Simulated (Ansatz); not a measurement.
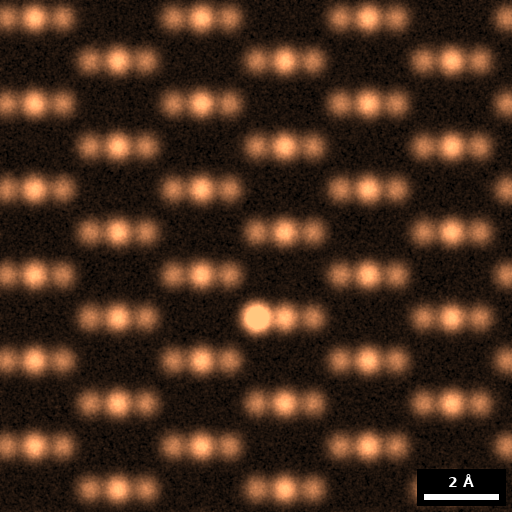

Dark-field STEM-like image of Zn (P6_3/mmc, No. 194) along [201]. The image is simulated as a sum over atoms of Z^1.7, blurred by a 0.50 Å probe (no channelling). The display is stretched by a gamma of 0.65; percentages refer to the linear signal. Shot noise was added.

The sample is 1 repeat (11.5 Å) thick. One point defect was put into the perfect crystal, without relaxing the atoms around it. Brightness is counted from the darkest point of the image. Host structure: coordinates from a relaxation with DFT PBE, scalar-relativistic, plane waves, PAW (Ansatz 0.2.0); the starting structure was generated, so it need not be a known form of this composition.

Q: Where is the defect (in Å from the left and the top edge), and what does its contrast suggest?

A: At about 7 Å from the left and 9 Å from the top. The column is brighter, which points to a heavier atom. The column holds 1 atom (Zn) through the sample, and one Zn atom is replaced by Hg, so its peak rises to about 530 % of that of its equals.
